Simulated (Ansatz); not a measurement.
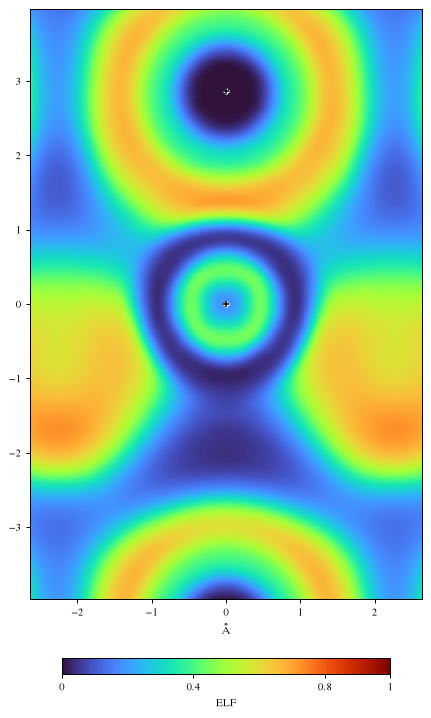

The ELF on a plane through atoms (crosses mark nuclei in the plane).

Method: DFT LDA, plane waves, PAW in Ansatz 0.2.0.

Candidates:
A. Bi₂Te₃, a = 4.39 Å, b = 4.39 Å, c = 30.50 Å, α = 90.00°, β = 90.00°, γ = 120.00°. Space group R-3m.
B. Mg₃Sb₂, a = 4.58 Å, b = 4.58 Å, c = 7.24 Å, α = 90.00°, β = 90.00°, γ = 120.00°. Space group P-3m1.

Q: Which candidate gave the map?

A: Candidate B: Mg₃Sb₂ on the (100) plane of the conventional cell, which holds Mg and Sb. Mg–Sb (2.86 Å): the ELF peaks at about 0.70 in the valence shell of Sb, 1.5 Å from its nucleus, and is about 0.70 at the midpoint.
